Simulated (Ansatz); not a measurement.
**ZrO2: band-structure calculation**

- system: ZrO2 (P4₂/nmc, 6 atoms in the cell)
- method: DFT, r2SCAN, plane waves, PAW, no spin polarisation (Ansatz 0.2.0)

The structure derives from a Materials Project entry. The geometry comes from this level: r2SCAN (a point of a series of strains). Figures and captions count atoms from 1; the log counts them from 0 in places.

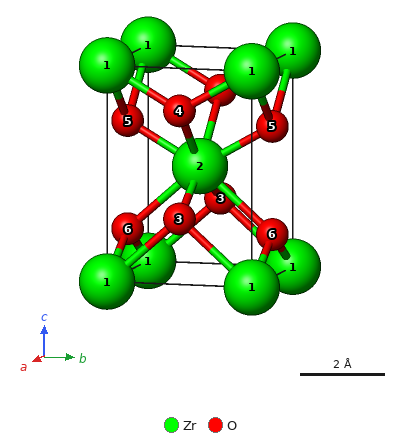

*The input geometry (ball-and-stick view of the cell of the calculation, seen slightly off an axis; atoms are numbered from 1 in the order of the input).*

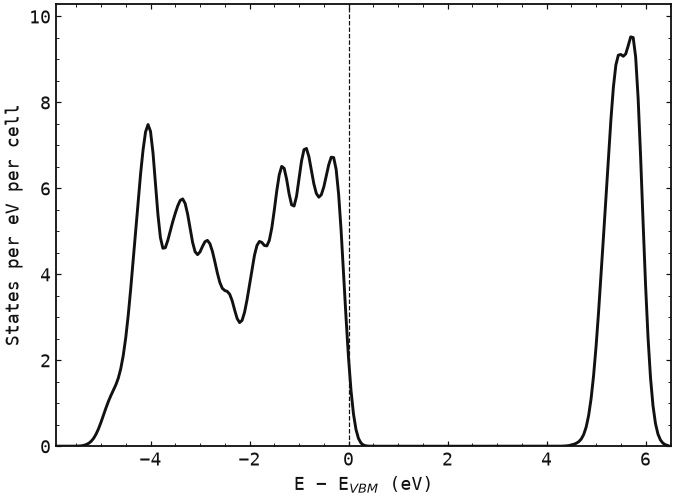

*Density of states (the curve is built from the levels of the k mesh with Gaussians 0.3 eV wide, which also blur the band edges), with energies from the valence-band top.*

There is a gap of 4.60 eV on the k-point mesh. Small ripples come from the finite k-point mesh.

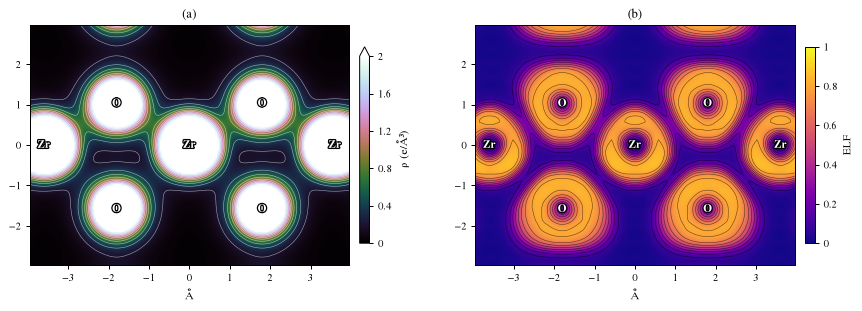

*(a) valence pseudo-density; (b) ELF on the (100) plane of the conventional cell.*

The section cuts through Zr and O sites. Zr–O (2.07 Å): ρ at the midpoint is about 0.72 e/Å³; the ELF peaks at about 0.85 in the valence shell of O, 0.6 Å from its nucleus, and drops to about 0.25 between the two atoms. Zr–O (2.40 Å): the density is about 0.32 e/Å³ at the midpoint; the ELF is about 0.10 at the midpoint (a largely ionic contact). Away from the nuclei the density in this plane falls to 0.02 e/Å³ at its lowest. The strong features right at Zr lie inside the PAW spheres (semicore, d or f shells) and say nothing about bonding. Core electrons are frozen (PAW), so the fields are smoothed inside the atomic spheres.

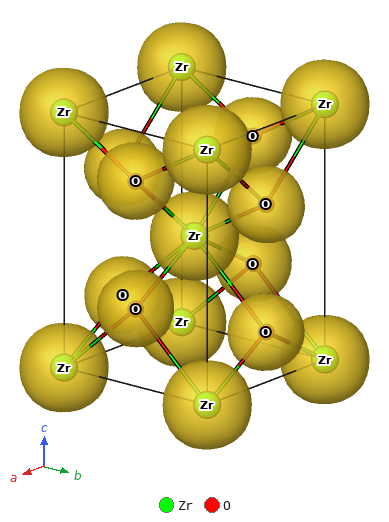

*Isosurface of the valence pseudo-density at 1 e/Å³ (yellow), seen at an oblique angle. Sticks mark near contacts. The outline is the cell set on symmetry axes.*

At this value the density breaks into separate islands; it holds about 65 % of the electrons treated as valence (semicore included). It is pinched off along the Zr–O (2.07 Å) and Zr–O (2.40 Å) contacts. On the grid the lowest density along these lines, outside the cores, is 0.71 e/Å³ (Zr–O, 2.07 Å) and 0.31 e/Å³ (Zr–O, 2.40 Å).

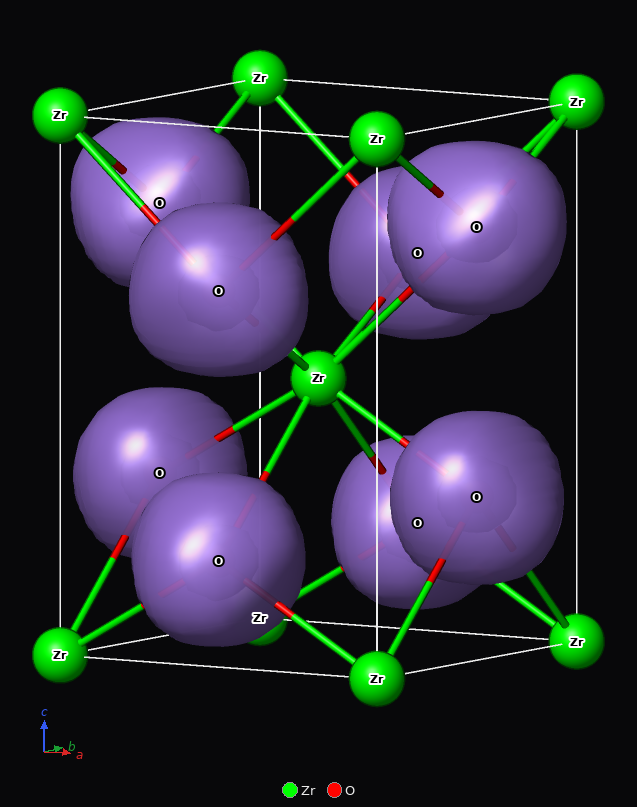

*Isosurface of the electron localisation function at 0.7 (purple), seen at an oblique angle. Core shells and regions of very low density are left out. Sticks mark near contacts. The outline is the cell set on symmetry axes.*

Along the contacts the grid gives the following. Zr–O (2.07 Å): the ELF peaks at about 0.85 in the valence shell of O, 0.6 Å from its nucleus, and drops to about 0.25 between the two atoms. Zr–O (2.40 Å): the ELF is about 0.10 at the midpoint (a largely ionic contact).

The input and output of the run follow.

### Input file
```yaml
crystal:
  lattice:
    - [3.6010285391, 0.0, 0.0]
    - [0.0, 3.6010285391, 0.0]
    - [0.0, 0.0, 5.2271598144]
  atoms:
    - { symbol: Zr, position: [0.0, 0.0, 0.0] }
    - { symbol: Zr, position: [0.5, 0.5, 0.5] }
    - { symbol: O, position: [0.0, 0.5, 0.3030284338] }
    - { symbol: O, position: [0.0, 0.5, 0.8030284338] }
    - { symbol: O, position: [0.5, 0.0, 0.6969715662] }
    - { symbol: O, position: [0.5, 0.0, 0.1969715662] }
kpoints:
  mp_grid: { grid: [8, 8, 6] }
  band_path:
    path:
      - [0.0, 0.0, 0.0]
      - [0.0, 0.5, 0.0]
      - [0.5, 0.5, 0.0]
      - [0.0, 0.0, 0.5]
      - [0.0, 0.5, 0.5]
      - [0.5, 0.5, 0.5]
      - [0.223958, 0.223958, 0.0]
    npoints: 1
hamiltonian:
  xc: r2scan
scf:
  occupations: { method: fixed }
  n_extra_bands: 5
output:
  forces: true
  stress: true
  eigenvalues: true
  write_density: true
  write_potential: true
  elf: true
  volumetric_format: npy
```

Command:
```bash
ansatz run input.yaml --threads 2 --pin off --max-ram 18432MiB --backend cpu --events-out ev --progress --plain --runs-dir out
```

### What the program printed
```
scf.n_extra_bands = 5 over 24 filled bands (N_el = 48.0): the run solves 29 bands
Engine: ansatz 0.2.0, x86_64-unknown-linux-gnu
Pseudopotentials: kind: paw
Pseudopotential: Zr, paw, valence charge 12, recommended cutoff 500 eV (meta_gga), Zr.paw.azcp
Pseudopotential: O, paw, valence charge 6, recommended cutoff 500 eV (meta_gga), O.paw.azcp
Functional definition: r2SCAN
  parameter k0 = 0.174
  parameter k1 = 0.065
  parameter a1 = 4.9479
  exchange = r2scan_x(k0 = k0, k1 = k1, a1 = a1)
  correlation = r2scan_c
Crystal: 6 atoms, lattice volume = 67.783 Å³
Basis set: ecut = 500 eV, 1739 PW (Γ), exchange–correlation on 108×108×160 points (64 copies of the dense FFT grid, shifted against one another)
Bands: 29, of which v1, the nominal top of the filled ones, is band 24 counted from 1 (23 counted from 0)
Symmetry: 16 space group operations
Space group: P42/nmc (ITA 137), of the structure as read, at distance tolerance 4.1e-5 Å
k-points: 60 of 384
Non-local potential: Zr, projectors of the file, l = 0: 3, l = 1: 2, l = 2: 2, l = 3: 2
Non-local potential: O, projectors of the file, l = 0: 2, l = 1: 2, l = 2: 1
PAW form: soft (Blöchl's): semilocal exchange-correlation on the pseudo side does not see the compensation charge
PAW frozen core: Zr, regenerated for the run's functional (the file was generated under x = pbe(κ = 0.804, μ = 0.2195149727645171), c = pbe(β = 0.06672455060314922))
PAW frozen core: O, regenerated for the run's functional (the file was generated under x = pbe(κ = 0.804, μ = 0.2195149727645171), c = pbe(β = 0.06672455060314922))
PAW one-centre angular grid: Zr, 590 points (default); XC on 160 Gauss nodes
PAW one-centre angular grid: O, 302 points (default); XC on 160 Gauss nodes
Initial density: superposition of atomic densities (neutral atoms: chi_scale 0, normalization atom), corrected by the library's trained network
Initial wavefunctions: pseudopotential atomic-orbital guess
Functional: x = r2scan, c = r2scan; τ floored in thin density (d = 2e-4 eV/Å³)
SCF iter   1: F=—  HF=-10676.174440 eV  |F-HF|=—  |Δ(HF+E_count)|=         —  Δρ=1.52e-2  dr2=1.85e-1  dr2_τ=3.82e-1  ethr=1.77e-3  ⟨swp⟩=4.5  Hψ=6488  notcnv=0  defer=103
preconditioner: auto → Resta (q_TF=auto, 2.576 Å⁻¹)  ε∞=3.9  [insulator: Δε(μ)=4.910 eV  Ē_g=17.580 eV  n_scr=20 (ndim 8)  ℏωp=29.9 eV  f_vac=0.019  ε∞_Penn≈3.9]
SCF iter   2: F=—  HF=-10676.296068 eV  |F-HF|=—  |Δ(HF+E_count)|=   1.22e-1  Δρ=6.60e-3  dr2=1.27e-2  dr2_τ=6.68e-3  ethr=3.85e-4  ⟨swp⟩=2.0  Hψ=3301  notcnv=0  defer=151
SCF iter   3: F=—  HF=-10676.295792 eV  |F-HF|=—  |Δ(HF+E_count)|=   2.76e-4  Δρ=2.78e-3  dr2=2.46e-3  dr2_τ=3.49e-4  ethr=2.64e-5  ⟨swp⟩=2.1  Hψ=3213  notcnv=0  defer=180
SCF iter   4: F=—  HF=-10676.295838 eV  |F-HF|=—  |Δ(HF+E_count)|=   4.56e-5  Δρ=3.96e-4  dr2=4.54e-5  dr2_τ=1.09e-5  ethr=5.12e-6  ⟨swp⟩=2.0  Hψ=3097  notcnv=0  defer=179
SCF iter   5: F=—  HF=-10676.295866 eV  |F-HF|=—  |Δ(HF+E_count)|=   2.82e-5  Δρ=8.97e-5  dr2=4.88e-6  dr2_τ=4.27e-7  ethr=9.47e-8  ⟨swp⟩=2.0  Hψ=3074  notcnv=0  defer=61
SCF iter   6: F=—  HF=-10676.295866 eV  |F-HF|=—  |Δ(HF+E_count)|=   2.08e-7  Δρ=2.67e-5  dr2=5.11e-7  dr2_τ=3.77e-8  ethr=1.02e-8  ⟨swp⟩=2.0  Hψ=2640  notcnv=0  defer=64
SCF iter   7: F=-10676.295866 eV  HF=-10676.295866 eV  |F-HF|=1.25e-8  |Δ(HF+E_count)|=   8.80e-8  Δρ=5.25e-6  dr2=2.08e-8  dr2_τ=4.26e-10  ethr=2.08e-10  ⟨swp⟩=14.7  Hψ=12691  notcnv=0
SCF 1 converged in 7 iterations: F = -10676.295866 eV  dr2 = 2.08e-8
  greatest PAW one-centre occupation: 0.990 electrons in one spin orbital (limit 2), on the Zr atom at site 1 (counted from 0), in its partial waves of l = 1
NSCF: frozen V_eff on 7 k-points
SCF converged after 7 iterations
Free energy (F): -10676.295866 eV
Harris-Foulkes:  -10676.295866 eV  (|F-HF|=1.25e-8)
Internal energy: -10676.295866 eV  (E = F + TS)
E sigma→0 (E₀):  -10676.295866 eV
Fermi energy:    10.747047 eV
--- Per-component energies (eV) ---
  E_band       = -185.759712
  E_kinetic    = 1378.164168
  E_local      = -2352.660409  (includes V_loc(G=0)·N_el)
  E_nonlocal   = 339.295157
  E_hartree    = 777.872908
  E_xc         = -610.945275
  E_vxc        = -852.431966  (∫ρ·V_xc dr)
  E_paw        = -6579.202663  (= ΣΔE_a)
  E_vpaw       = -305.698731  (= ΣTr[D̂ρ^β])
  E_aug_tail   = 0.004122  (compensation charges beyond the density's cutoff)
  E_vtau       = 51.817465  (kinetic-family band-sum trace: ∫τ·v_τ [+ j·A + Jᵃ·Aᵃ] dr)
  E_ewald      = -3628.366627
  E_core_change = -0.457247  (= ΣΔE_core)
  E_smearing   = -0.000000  (= −TS)
  E_closure    = 0.000000  (closes the sum)
  Σ components = -10676.295866   (vs F -10676.295866, Δ=0.00e0)
--- Forces (eV/Å), atoms counted from 1 ---
  atom   1  Zr     0.00000000     0.00000000    -0.00000000
  atom   2  Zr     0.00000000     0.00000000     0.00000000
  atom   3  O      0.00000000     0.00000000     0.00272874
  atom   4  O      0.00000000     0.00000000     0.00272874
  atom   5  O      0.00000000     0.00000000    -0.00272874
  atom   6  O      0.00000000     0.00000000    -0.00272874
  max |Σ_I F_I| component: 0.00e0 eV/Å
--- Stress (GPa, compression-positive) ---
        0.041276       0.000000       0.000000
        0.000000       0.041276       0.000000
        0.000000       0.000000       0.010369
  P = ⅓ Tr σ = 0.0310 GPa (0.310 kbar)
--- Band table (eV; the first three rows and the last of 60) ---
  k-point 0: bands = ["-38.1376", "-38.0842", "-16.0119", "-15.4324", "-15.4324", "-15.3348", "-15.2870", "-15.2870", "-7.7495", "-6.5595", "-5.9048", "-5.6603", "5.8786", "6.0853", "6.2616", "6.2616", "8.3162", "8.3162", "9.4310", "9.4310", "10.0364", "10.5938", "10.6424", "10.6424", "15.3516", "15.8533", "16.5357", "16.6193", "17.9527"]
  k-point 1: bands = ["-38.1340", "-38.0878", "-15.9721", "-15.4228", "-15.4228", "-15.3869", "-15.2969", "-15.2969", "-7.6320", "-6.5042", "-6.0464", "-5.7192", "6.0920", "6.3391", "6.3391", "6.3423", "8.0034", "8.0034", "9.6420", "9.6913", "9.6913", "10.1875", "10.6629", "10.6629", "15.4196", "15.9638", "16.4420", "16.6225", "18.2873"]
  k-point 2: bands = ["-38.1243", "-38.0976", "-15.8598", "-15.5234", "-15.3966", "-15.3966", "-15.3235", "-15.3235", "-7.3104", "-6.4051", "-6.3488", "-5.8920", "6.5665", "6.5665", "6.7084", "7.0512", "7.4699", "7.4699", "8.7062", "9.2131", "10.0477", "10.0477", "10.7043", "10.7043", "15.6120", "16.1988", "16.2378", "16.6312", "19.0323"]
  k-point 59: bands = ["-38.0756", "-38.0756", "-15.8353", "-15.8353", "-15.8353", "-15.8353", "-15.4579", "-15.4579", "-5.9813", "-5.9813", "-5.9813", "-5.9813", "6.5086", "6.5086", "6.8826", "6.8826", "8.9524", "8.9524", "8.9524", "8.9524", "9.2786", "9.2786", "10.6724", "10.6724", "16.4367", "16.4367", "16.9714", "16.9714", "17.7388"]
```

### File bands.tsv
```
# k_distance	band_0	band_1	band_2	band_3	band_4	band_5	band_6	band_7	band_8	band_9	band_10	band_11	band_12	band_13	band_14	band_15	band_16	band_17	band_18	band_19	band_20	band_21	band_22	band_23	band_24	band_25	band_26	band_27	band_28
# fermi_ev = 10.747047
# lock_threshold_ev = 1e-6
# [0, 0, 0] at k_distance = 0.000000
# [0, 0.5, 0] at k_distance = 0.872415
# [0.5, 0.5, 0] at k_distance = 1.744831
# [0, 0, 0.5] at k_distance = 3.117213
# [0, 0.5, 0.5] at k_distance = 3.989629
# [0.5, 0.5, 0.5] at k_distance = 4.862044
# [0.223958, 0.223958, 0] at k_distance = 5.770440
# levels_relative_to = fermi_ev
# free_energy_ev = -10676.295866
# largest_residual_norms_ev = 6.864e-4 7.664e-4 1.416e-4 1.851e-4 1.597e-4 1.793e-4 1.409e-4 1.610e-4 3.740e-4 4.188e-4 5.351e-4 5.116e-4 8.018e-4 8.813e-4 6.390e-4 9.110e-4 1.312e-3 1.408e-3 3.144e-4 1.008e-3 1.001e-3 1.129e-3 7.267e-4 9.432e-4 8.604e-4 2.445e-3 9.327e-4 1.755e-3 1.642e-3
0.000000	-48.884652	-48.831274	-26.758954	-26.179457	-26.179457	-26.081815	-26.034086	-26.034086	-18.496585	-17.306503	-16.651814	-16.407325	-4.868479	-4.661750	-4.485435	-4.485435	-2.430810	-2.430810	-1.316035	-1.316035	-0.710610	-0.153221	-0.104680	-0.104680	4.604548	5.106239	5.788691	5.872273	7.205641
0.872415	-48.840277	-48.840277	-26.611094	-26.611094	-26.318033	-26.318033	-26.088951	-26.088951	-17.271392	-17.271392	-16.712231	-16.712231	-4.246290	-4.246290	-3.020130	-3.020130	-2.703748	-2.703748	-2.055566	-2.055566	-1.441268	-1.441268	-0.114905	-0.114905	4.975367	4.975367	5.933106	5.933106	7.196717
1.744831	-48.822696	-48.822696	-26.824050	-26.824050	-26.321434	-26.321434	-26.202334	-26.202334	-17.079613	-17.079613	-16.403165	-16.403165	-5.183759	-5.183759	-2.747715	-2.747715	-2.629116	-2.629116	-1.091195	-1.091195	-0.804485	-0.804485	-0.418832	-0.418832	5.665311	5.665311	5.997510	5.997510	6.820850
3.117213	-48.858008	-48.858008	-26.444616	-26.444616	-26.111537	-26.111537	-26.102916	-26.102916	-17.612555	-17.612555	-16.872973	-16.872973	-3.899379	-3.899379	-3.675820	-3.675820	-3.111274	-3.111274	-2.674633	-2.674633	-0.556430	-0.556430	-0.021827	-0.021827	5.145884	5.145884	5.767348	5.767348	8.967314
3.989629	-48.840235	-48.840235	-26.751005	-26.751005	-26.158900	-26.158900	-26.088674	-26.088674	-17.569036	-17.569036	-16.429474	-16.429474	-3.840924	-3.840924	-3.511978	-3.511978	-2.327982	-2.327982	-1.828526	-1.828526	-1.310193	-1.310193	-0.850314	-0.850314	5.079710	5.079710	5.410629	5.410629	6.994231
4.862044	-48.822671	-48.822671	-26.582339	-26.582339	-26.582339	-26.582339	-26.204920	-26.204920	-16.728396	-16.728396	-16.728396	-16.728396	-4.238475	-4.238475	-3.864470	-3.864470	-1.794655	-1.794655	-1.794655	-1.794655	-1.468449	-1.468449	-0.074667	-0.074667	5.689673	5.689673	6.224396	6.224396	6.991709
5.770440	-48.858767	-48.827650	-26.560317	-26.476356	-26.397904	-26.243295	-26.130055	-26.119856	-17.639284	-16.911111	-16.814111	-16.702670	-4.494887	-4.177198	-3.926993	-3.749737	-2.929679	-2.424206	-2.085812	-1.797606	-0.952825	-0.361563	-0.165519	0.005862	5.402404	5.560532	5.673543	5.757775	7.400911
```

### File rho_z.tsv
```
# z_ang	rho[e/angstrom^3]
# format = ansatz-planar-average/11
# lattice	3.601028539	0.000000000	0.000000000
# lattice	0.000000000	3.601028539	0.000000000
# lattice	0.000000000	0.000000000	5.227159814
# sites	6
# site	40	0.000000000	0.000000000	0.000000000
# site	40	1.800514270	1.800514270	2.613579907
# site	8	0.000000000	1.800514270	1.583978052
# site	8	0.000000000	1.800514270	4.197557959
# site	8	1.800514270	0.000000000	3.643181763
# site	8	1.800514270	0.000000000	1.029601855
0.000000	6.731583e-1
0.130679	6.728183e-1
0.261358	6.651166e-1
0.392037	6.428841e-1
0.522716	6.223262e-1
0.653395	6.316894e-1
0.784074	6.779398e-1
0.914753	7.420406e-1
1.045432	8.037496e-1
1.176111	8.512938e-1
1.306790	8.700294e-1
1.437469	8.512938e-1
1.568148	8.037496e-1
1.698827	7.420406e-1
1.829506	6.779398e-1
1.960185	6.316894e-1
2.090864	6.223262e-1
2.221543	6.428841e-1
2.352222	6.651166e-1
2.482901	6.728183e-1
2.613580	6.731583e-1
2.744259	6.728183e-1
2.874938	6.651166e-1
3.005617	6.428841e-1
3.136296	6.223262e-1
3.266975	6.316894e-1
3.397654	6.779398e-1
3.528333	7.420406e-1
3.659012	8.037496e-1
3.789691	8.512938e-1
3.920370	8.700294e-1
4.051049	8.512938e-1
4.181728	8.037496e-1
4.312407	7.420406e-1
4.443086	6.779398e-1
4.573765	6.316894e-1
4.704444	6.223262e-1
4.835123	6.428841e-1
4.965802	6.651166e-1
5.096481	6.728183e-1
```

### File v_z.tsv
```
# z_ang	v_es[eV]	v_tot[eV]
# format = ansatz-planar-average/11
# xc	r2scan
# density_cutoff_ev	2000
# datasets	Zr=:simpson_from_first_knot:soft:shift=0	O=:simpson_from_first_knot:soft:shift=0
# lattice	3.601028539	0.000000000	0.000000000
# lattice	0.000000000	3.601028539	0.000000000
# lattice	0.000000000	0.000000000	5.227159814
# sites	6
# site	40	0.000000000	0.000000000	0.000000000
# site	40	1.800514270	1.800514270	2.613579907
# site	8	0.000000000	1.800514270	1.583978052
# site	8	0.000000000	1.800514270	4.197557959
# site	8	1.800514270	0.000000000	3.643181763
# site	8	1.800514270	0.000000000	1.029601855
0.000000	1.120959e0	-1.006109e1
0.130679	1.477435e0	-9.923758e0
0.261358	2.544000e0	-9.164795e0
0.392037	3.785005e0	-8.163865e0
0.522716	4.880758e0	-7.121162e0
0.653395	5.976217e0	-6.153777e0
0.784074	6.932518e0	-5.406790e0
0.914753	7.378987e0	-5.089412e0
1.045432	7.181437e0	-5.621908e0
1.176111	6.928497e0	-6.250441e0
1.306790	6.857278e0	-6.508725e0
1.437469	6.928497e0	-6.250441e0
1.568148	7.181437e0	-5.621908e0
1.698827	7.378987e0	-5.089412e0
1.829506	6.932518e0	-5.406790e0
1.960185	5.976217e0	-6.153777e0
2.090864	4.880758e0	-7.121162e0
2.221543	3.785005e0	-8.163865e0
2.352222	2.544000e0	-9.164795e0
2.482901	1.477435e0	-9.923758e0
2.613580	1.120959e0	-1.006109e1
2.744259	1.477435e0	-9.923758e0
2.874938	2.544000e0	-9.164795e0
3.005617	3.785005e0	-8.163865e0
3.136296	4.880758e0	-7.121162e0
3.266975	5.976217e0	-6.153777e0
3.397654	6.932518e0	-5.406790e0
3.528333	7.378987e0	-5.089412e0
3.659012	7.181437e0	-5.621908e0
3.789691	6.928497e0	-6.250441e0
3.920370	6.857278e0	-6.508725e0
4.051049	6.928497e0	-6.250441e0
4.181728	7.181437e0	-5.621908e0
4.312407	7.378987e0	-5.089412e0
4.443086	6.932518e0	-5.406790e0
4.573765	5.976217e0	-6.153777e0
4.704444	4.880758e0	-7.121162e0
4.835123	3.785005e0	-8.163865e0
4.965802	2.544000e0	-9.164795e0
5.096481	1.477435e0	-9.923758e0
```

### Key numbers

| quantity | value |
| --- | --- |
| outcome | converged |
| space group (tolerance 0.01 Å) | P4₂/nmc (137) |
| electrons treated | 48 |
| free energy | −10676.2959 eV |
| Fermi energy | 10.747 eV |
| gap on the k-point mesh | 4.60 eV |
| pressure | 0.03 GPa |
| largest force (length of the vector) | 0.003 eV/Å |
| hardware | 2 threads of AMD EPYC (Zen 3), 264 GiB of memory available, shared host |
| wall time | 6.7 s (CPU time 13 s) |
| peak memory | 0.69 GiB |
